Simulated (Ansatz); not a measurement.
# BaH2 (model cell, started as CdI2 type): a soft mode frozen in, part 2 of 2

Wanted: the energy along a soft mode of BaH2 (model cell, started as CdI2 type) and the structure at the end.

Ansatz 0.2.0; DFT PBE, scalar-relativistic, plane waves, PAW.

So far, highest frequency on the path or at a solved wavevector (cm⁻¹): step 2 (response at finite wavevector) 950. Also lowest frequency on the path (cm⁻¹): step 2 -248.

The structure was built from a prototype and need not be the compound's stable phase.

### 6. Relaxing from the distorted cell

Starting from the lowest point found, all atoms and the cell are let go, so that strain and other modes of the same symmetry can join in.

Input file input.yaml:

```yaml
crystal:
  lattice:
    - [0.0, 0.0, -4.3138977816]
    - [0.0, -7.3717958241, 0.0]
    - [-6.3841624552, 3.6858979121, 0.0]
  atoms:
    - { symbol: Ba, position: [1.139085354, 0.6666666667, 0.3333334776] }
    - { symbol: Ba, position: [1.0000016818, 0.3333333333, 0.6666666667] }
    - { symbol: Ba, position: [0.8609180097, 1.0, 0.9999998557] }
    - { symbol: H, position: [0.7629106939, 0.4022251241, 0.3677798535] }
    - { symbol: H, position: [0.7629116487, -0.034444021, 0.5977757343] }
    - { symbol: H, position: [0.7629097391, 0.632221396, 1.0344456617] }
    - { symbol: H, position: [0.2370893061, 0.2644415425, 0.9655547294] }
    - { symbol: H, position: [0.2370902609, 1.0344477697, 0.2988901707] }
    - { symbol: H, position: [0.2370883513, 0.7011119373, 0.735557599] }
kpoints:
  mp_grid: { grid: [6, 6, 6] }
hamiltonian:
  xc: pbe
scf:
  occupations: { method: fixed }
output:
  forces: true
  stress: true
  eigenvalues: true
relax:
  adjacent_minimum: "off"
  f_tol: 0.002
  max_steps: 120
  cell: { stress_tol: 0.03 }
```

The run is started by

```sh
ansatz run input.yaml --threads 4 --pin off --max-ram 7168MiB --backend cpu --events-out ev --progress --plain --runs-dir out
```

Numbers of over 12 decimals in the logs are rounded to 6 here.

The program printed:

```text
[...]
Crystal: 9 atoms, lattice volume = 203.024 Å³
Basis set: ecut = 420 eV, 3963 PW (Γ), exchange–correlation on 60×100×100 points (8 copies of the dense FFT grid, shifted against one another)
Bands: 27, of which v1, the nominal top of the filled ones, is band 18 counted from 1 (17 counted from 0)
Symmetry: 6 space group operations
[...]
k-points: 44 of 216
[...]
SCF iter   1: F=—  HF=-17947.141065 eV  |F-HF|=—  |Δ(HF+E_count)|=         —  Δρ=1.92e-3  dr2=1.05e-2  ethr=1.77e-3  ⟨swp⟩=5.1  Hψ=5142  notcnv=0  defer=237
[...]
SCF iter   6: F=-17947.140447 eV  HF=-17947.140447 eV  |F-HF|=7.64e-9  |Δ(HF+E_count)|=   2.63e-7  Δρ=1.24e-6  dr2=3.92e-9  ethr=2.78e-10  ⟨swp⟩=14.2  Hψ=9214  notcnv=0
SCF 1 converged in 6 iterations: F = -17947.140447 eV  dr2 = 3.92e-9
[...]
relax step   1: F+E_penalty+E_count = -17947.14044716 eV  Δ(F+E_penalty+E_count) = +0.000e0 eV  max|allowed force component| = 8.100e-1 eV/Å  Δτ_max = 0.0000 Å  P = -1.829 GPa  Ω = 203.024 Å³  (6 SCF iters, dr2 threshold 1.00e-7 eV, accepted)
Crystal: 9 atoms, lattice volume = 193.954 Å³
Basis set: ecut = 420 eV, 3723 PW (Γ), exchange–correlation on 60×100×100 points (8 copies of the dense FFT grid, shifted against one another)
[...]
iter 1 solved again at ethr=9.46e-5 eV; its pass at ethr=3.10e-3 eV (dr2=3.41e-2 eV) is discarded
[...]
SCF iter   5: F=-17947.541875 eV  HF=-17947.541875 eV  |F-HF|=2.45e-7  |Δ(HF+E_count)|=   5.03e-6  Δρ=9.54e-6  dr2=2.94e-7  ethr=2.50e-9  ⟨swp⟩=14.1  Hψ=9931  notcnv=0
SCF 2 converged in 5 iterations: F = -17947.541875 eV  dr2 = 2.94e-7
relax step   2: F+E_penalty+E_count = -17947.54187498 eV  Δ(F+E_penalty+E_count) = -4.014e-1 eV  max|allowed force component| = 6.380e-1 eV/Å  Δτ_max = 0.1949 Å  P = -1.770 GPa  Ω = 193.954 Å³  energy of the carried Pulay correction = +2.995e-3 eV  (5 SCF iters, dr2 threshold 9.00e-7 eV, accepted)
Crystal: 9 atoms, lattice volume = 182.432 Å³
Basis set: ecut = 420 eV, 3561 PW (Γ), exchange–correlation on 60×100×100 points (8 copies of the dense FFT grid, shifted against one another)
[...]
SCF iter   5: F=-17947.881927 eV  HF=-17947.881927 eV  |F-HF|=2.09e-7  |Δ(HF+E_count)|=   1.21e-5  Δρ=1.09e-5  dr2=2.45e-7  ethr=2.50e-9  ⟨swp⟩=14.3  Hψ=10109  notcnv=0
SCF 3 converged in 5 iterations: F = -17947.881927 eV  dr2 = 2.45e-7
relax step   3: F+E_penalty+E_count = -17947.88192702 eV  Δ(F+E_penalty+E_count) = -3.401e-1 eV  max|allowed force component| = 3.905e-1 eV/Å  Δτ_max = 0.1925 Å  P = -1.121 GPa  Ω = 182.432 Å³  energy of the carried Pulay correction = +7.003e-3 eV  (5 SCF iters, dr2 threshold 9.00e-7 eV, accepted)
[...]
relax step   4: F+E_penalty+E_count = -17947.97616307 eV  Δ(F+E_penalty+E_count) = -9.424e-2 eV  max|allowed force component| = 1.483e-1 eV/Å  Δτ_max = 0.1301 Å  P = +0.376 GPa  Ω = 170.934 Å³  energy of the carried Pulay correction = +1.125e-2 eV  (5 SCF iters, dr2 threshold 9.00e-7 eV, accepted)
[...]
relax step   5: F+E_penalty+E_count = -17947.97484479 eV  Δ(F+E_penalty+E_count) = +1.318e-3 eV  max|allowed force component| = 1.630e-1 eV/Å  Δτ_max = 0.1070 Å  P = -0.018 GPa  Ω = 172.829 Å³  energy of the carried Pulay correction = +1.053e-2 eV  (5 SCF iters, dr2 threshold 9.00e-7 eV, rejected (line search))
[...]
relax step   6: F+E_penalty+E_count = -17948.00389509 eV  Δ(F+E_penalty+E_count) = -2.773e-2 eV  max|allowed force component| = 3.101e-2 eV/Å  Δτ_max = 0.0535 Å  P = +0.116 GPa  Ω = 172.319 Å³  energy of the carried Pulay correction = +1.072e-2 eV  (8 SCF iters, accepted)
[...]
relax step   7: F+E_penalty+E_count = -17948.00492592 eV  Δ(F+E_penalty+E_count) = -1.031e-3 eV  max|allowed force component| = 1.627e-3 eV/Å  Δτ_max = 0.0116 Å  P = +0.006 GPa  Ω = 172.915 Å³  energy of the carried Pulay correction = +1.050e-2 eV  (5 SCF iters, dr2 threshold 6.01e-8 eV, accepted)
[...]
relax step   8: F+E_penalty+E_count = -17947.99790674 eV  Δ(F+E_penalty+E_count) = +7.019e-3 eV  max|allowed force component| = 1.675e-3 eV/Å  Δτ_max = 0.0000 Å  P = -0.031 GPa  Ω = 172.915 Å³  stress off target by 3.46e-2 GPa  SCF on the basis re-selected at this cell (its energy is not comparable with the rows above)  (5 SCF iters)
[...]
relax step   9: F+E_penalty+E_count = -17947.99799098 eV  Δ(F+E_penalty+E_count) = -8.424e-5 eV  max|allowed force component| = 2.403e-4 eV/Å  Δτ_max = 0.0011 Å  P = -0.001 GPa  Ω = 172.754 Å³  energy of the carried Pulay correction = +6.038e-5 eV  (5 SCF iters, dr2 threshold 2.99e-9 eV, accepted)
[...]
SCF iter   1: F=—  HF=-17947.997917 eV  |F-HF|=—  |Δ(HF+E_count)|=         —  Δρ=2.08e-6  dr2=9.55e-10  ethr=9.98e-8  ⟨swp⟩=3.0  Hψ=8047  notcnv=0  defer=304
eigensolver tolerance schedule: the retry pair's looser diagonalisation over-reported the residual by 37615.62 of it (diagonalisation noise at an unbounded share of the residual, at the tolerance the schedule requests for it); recorded, not acted on — ethr = c·dr2/N_el stays at c = 1.0e-1
[...]
SCF iter   2: F=—  HF=-17947.997920 eV  |F-HF|=—  |Δ(HF+E_count)|=   3.60e-6  Δρ=1.10e-6  dr2=2.75e-10  ethr=2.65e-12  ⟨swp⟩=3.1  Hψ=2603  notcnv=0  defer=284
[...]
SCF iter   4: F=-17947.997920 eV  HF=-17947.997920 eV  |F-HF|=7.28e-12  |Δ(HF+E_count)|=  5.09e-10  Δρ=2.63e-8  dr2=8.88e-13  ethr=1.00e-12  ⟨swp⟩=14.0  Hψ=8755  notcnv=0
SCF 10 converged in 4 iterations: F = -17947.997920 eV  dr2 = 8.88e-13
relax step  10: F+E_penalty+E_count = -17947.99792024 eV  Δ(F+E_penalty+E_count) = +7.074e-5 eV  max|allowed force component| = 2.370e-4 eV/Å  Δτ_max = 0.0000 Å  P = -0.001 GPa  Ω = 172.754 Å³  stress off target by 1.25e-3 GPa  SCF on the basis re-selected at this cell (its energy is not comparable with the rows above)  (4 SCF iters)
[...]
SCF converged after 4 iterations
Free energy (F): -17947.997920 eV
[...]
Internal energy: -17947.997920 eV  (E = F + TS)
E sigma→0 (E₀):  -17947.997920 eV
Fermi energy:    4.409857 eV
[...]
--- Forces (eV/Å), atoms counted from 1 ---
  atom   1  Ba    -0.00000000     0.00000000     0.00023698
  atom   2  Ba     0.00000000     0.00000000     0.00000000
  atom   3  Ba     0.00000000    -0.00000000    -0.00023698
  atom   4  H      0.00014955    -0.00003666     0.00002968
  atom   5  H     -0.00004303     0.00014784     0.00002968
  atom   6  H     -0.00010652    -0.00011118     0.00002968
  atom   7  H     -0.00014955     0.00003666    -0.00002968
  atom   8  H      0.00010652     0.00011118    -0.00002968
  atom   9  H      0.00004303    -0.00014784    -0.00002968
  max |Σ_I F_I| component: 1.02e-20 eV/Å
--- Stress (GPa, compression-positive) ---
       -0.001254       0.000000      -0.000000
       -0.000000      -0.001254       0.000000
       -0.000000       0.000000      -0.000127
  P = ⅓ Tr σ = -0.0009 GPa (-0.009 kbar)
--- Band table (eV; the first three rows and the last of 44) ---
  k-point 0: bands = [... 14 lower, 3.8978, 3.8978, 3.9860, 3.9860, 6.8785, 8.5849, 8.9043, 8.9043, ... 5 higher]
  k-point 1: bands = [... 14 lower, 3.8001, 3.8559, 4.0763, 4.2057, 6.9431, 8.4171, 8.5264, 9.0563, ... 5 higher]
  k-point 2: bands = [... 14 lower, 3.3967, 3.8261, 4.1753, 4.3647, 7.0248, 7.8969, 8.3007, 9.0578, ... 5 higher]
  k-point 43: bands = [... 14 lower, 3.3438, 3.6389, 4.0316, 4.0316, 7.5951, 7.5951, 8.1610, 8.2593, ... 5 higher]
--- Relaxed structure (8 steps of the walk, 7 accepted, 2 SCFs on fresh bases) ---
  F+E_penalty+E_count = -17947.99792024 eV   max|allowed force component| = 2.370e-4 eV/Å   (the final SCF, on the basis selected at the relaxed cell)
  cell:  # Å, volume = 172.7541 Å³
    - [0, 0, -4.140764364307]
    - [-2.7179484534595737e-11, -6.940784, 0]
    - [-6.010896, 3.470392, 0]
  atoms:
    - { symbol: Ba, position: [1.262876, 0.666667, 0.333333] }
    - { symbol: Ba, position: [1.0, 0.333333, 0.666667] }
    - { symbol: Ba, position: [0.737124, 1.000000, 1.0] }
    - { symbol: H, position: [0.749683, 0.416963, 0.367042] }
    - { symbol: H, position: [0.749683, -0.049920, 0.583037] }
    - { symbol: H, position: [0.749683, 0.632958, 1.049920] }
    - { symbol: H, position: [0.250317, 0.249704, 0.966291] }
    - { symbol: H, position: [0.250317, 1.033709, 0.283413] }
    - { symbol: H, position: [0.250317, 0.716587, 0.750296] }
```

The job ended after 50 s (4 threads of Arm Neoverse V2, shared host; peak memory 0.62 GiB).

The steps of the relaxation:

```csv
step,energy less that of the first step (eV),largest force component (eV/Å),pressure (GPa),volume (Å³)
1,0.0000,0.8100,-1.83,203.02
2,-0.4014,0.6380,-1.77,193.95
3,-0.7415,0.3905,-1.12,182.43
4,-0.8357,0.1484,0.38,170.93
5,-0.8344,0.1630,-0.02,172.83
6,-0.8634,0.0310,0.12,172.32
7,-0.8645,0.0016,0.01,172.92
8*,-0.8575,0.0017,-0.03,172.92
9,-0.8575,0.0002,0.00,172.75
10*,-0.8575,0.0002,0.00,172.75
```

Relaxation steps marked * repeat the geometry before them on a plane-wave basis chosen anew for their cell, so energy and pressure can jump there. Relaxation step 5 was tried and not accepted.

The run keeps the 6 symmetry operations that it works with, so distortions that break them were not tested.

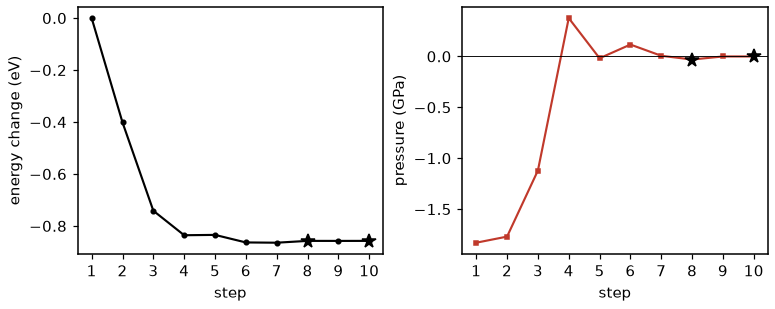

Energy and pressure along the relaxation. Stars mark steps on a basis chosen anew.

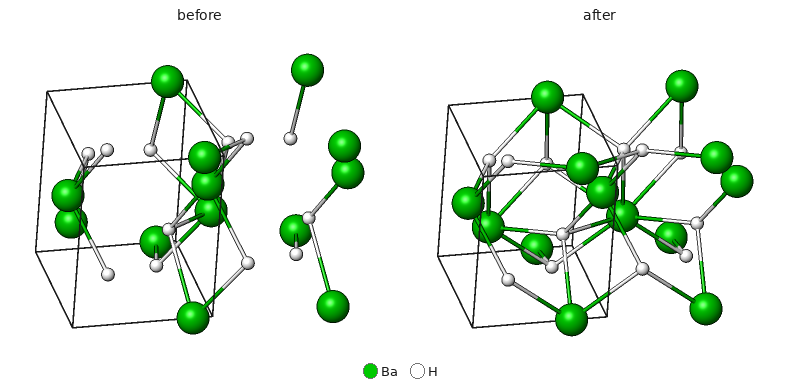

Before and after, at one scale. Bonds to atoms that aren't drawn are left out.

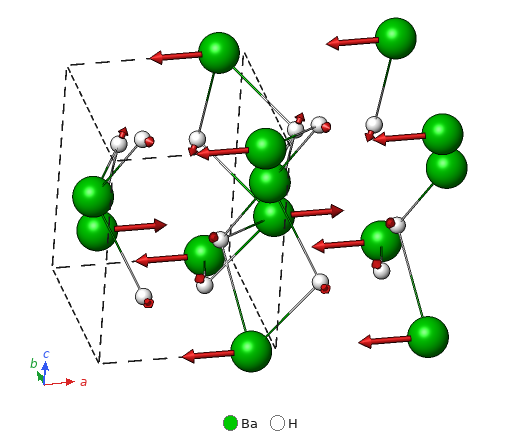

Displacements in the relaxation, exaggerated, measured against the changing cell; the longest in the cell stands for 0.51 Å. Bonds to atoms that aren't drawn are left out. 2×1×1 cells are drawn. Some periodic images of atoms are drawn too.

```
     cell as run  before  after   change
           a (Å)   4.314  4.141   -4.0 %
           b (Å)   7.372  6.941   -5.8 %
           c (Å)   7.372  6.941   -5.8 %
volume (Å³/atom)   22.56  19.19  -14.9 %
```

The atoms that moved most (Å, as changes of fractional coordinates times the final cell):

```csv
atom,dx,dy,dz,length
Ba3,0.000,0.000,0.513,0.513
Ba1,0.000,0.000,-0.513,0.513
H9,-0.089,-0.056,-0.055,0.118
H8,0.093,-0.049,-0.055,0.118
H5,0.089,0.056,0.055,0.118
H4,0.004,-0.105,0.055,0.118
H6,-0.093,0.049,0.055,0.118
H7,-0.004,0.105,-0.055,0.118
```

Final coordinates:

```xyz
9
Lattice="0.0000 0.0000 -4.1408 0.0000 -6.9408 0.0000 -6.0109 3.4704 0.0000" Properties=species:S:1:pos:R:3 pbc="T T T"
Ba   -2.0036   -3.4704   -5.2293
Ba   -4.0073    0.0000   -4.1408
Ba   -6.0109   -3.4704   -3.0523
H    -2.2063   -1.6203   -3.1043
H    -3.5046    2.3699   -3.1043
H    -6.3110   -0.7496   -3.1043
H    -5.8083    1.6203   -1.0365
H    -1.7036   -6.1912   -1.0365
H    -4.5100   -2.3699   -1.0365
```

This step gave:

```yaml
pressure: -8.78e-4 GPa
gap_on_the_k_mesh: 2.469 eV
volume_per_atom: 19.19 Å³
```

The distorted start has space group P-3; the relaxation ends in P-3.

### 7. The phases reached

The phases reached along the modes that were followed are set side by side.

Energies are those of the first relaxation, on the mesh of the frozen mode; space group, volume and gap are those of the last relaxation. Phases, by row:

| mode frozen in | space group | energy from parent (meV/atom) | volume (Å³/atom) | gap on mesh (eV) | lowest zone-centre optical mode (cm⁻¹) | largest shift (Å) |
| --- | --- | --- | --- | --- | --- | --- |
| parent | P-3m1 | 0 | 22.56 | 1.469 | – | – |
| q = (0, 0, 0), 248i cm⁻¹ | P-6m2 | -37.13 | 20.2 | 2.418 | 194 | 0.663 |
| q = (0.333, 0.333, 0), 71i cm⁻¹ | P-3 | -166.2 | 19.19 | 2.469 | – | 1.089 |

### 8. Results

| Quantity | Value |
| --- | --- |
| unstable mode of the parent | q = (0.333, 0.333, 0), 71i cm⁻¹ |
| depth at the lowest point sampled | 70.9 meV/atom |
| largest atomic shift at that point | 0.6 Å |
| space group reached | P-3 |
| energy gained over the parent (first relaxation, on the mesh of the frozen mode) | 166 meV/atom |
| volume per atom, phase reached | 19.2 Å³ |
| gap on the k-mesh, phase reached | 2.47 eV |

Along this mode the structure falls into P-3, 166 meV/atom below the parent. At the parent's cell the well is 70.89 meV/atom deep on the steps tried, with its lowest point at a shift of 0.6 Å. That is the last step tried, so the steps alone don't bracket the bottom of the well. Relaxing atoms and cell changes the gain by +95.28 meV/atom against the lowest step (energies at zero smearing). The modes of the phase reached were not computed. Of the 2 patterns followed to their end from this parent, this one reaches the lowest energy. Each path keeps the symmetry of its pattern, so a lower phase may lie along a pattern not tried. The q mesh stands for a supercell only 8.6 Å across, so branches between the solved wavevectors are rough. The program warns that the interpolation holds no quadrupole term, so branches close to Γ can be off in this crystal. The volume moved by more than a tenth on the k mesh of the start, so the energy gain is rough. Spin-orbit coupling is left out, which can matter for the heavy elements here. The starting cell was built on a prototype and not taken from a measurement, so the phase need not exist.

[Logs are printed without paths, hosts, clocks, repeated set-up lines and the standing remarks that a program may print on its own settings, such as how far it seeks lower states.]

[Hosts, paths, dates, database ids (printed as entryN), source tags and the programs' standing remarks are cut or masked in the printed files.]
